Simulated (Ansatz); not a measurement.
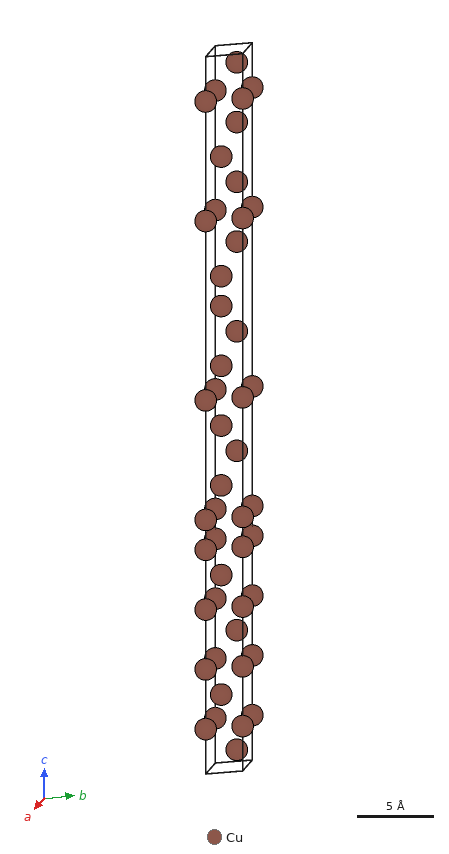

Spheres-only representation of a periodic structure, projected from a general direction. Lines trace the edges of the conventional unit cell.

Cu, space group R3m (No. 160), a = 2.53 Å, b = 2.53 Å, c = 49.58 Å, α = 90.00°, β = 90.00°, γ = 120.00°.

Level of theory: DFT r2SCAN, scalar-relativistic, plane waves, PAW (Ansatz). Settings were plane waves to 500 eV, k-points about 0.14 Å⁻¹ apart, Gaussian smearing of 0.15 eV, no spin polarisation.

What is the band gap, if any?

A metal: bands cross the Fermi level.

Would the cell expand or shrink if it could?

The computed pressure is 3.0 GPa (compressed: it would expand). The stress isn't hydrostatic: its largest component is 11.2 GPa.

The structure comes from a structure listed in the Materials Project. The cell was then strained or its atoms displaced on purpose. Ansatz was used for an electronic-structure calculation on it.

At this level of theory the run's own cell isn't at rest (forces up to 2.8 eV/Å), so its distances can differ from those at equilibrium, the more so the softer the solid.
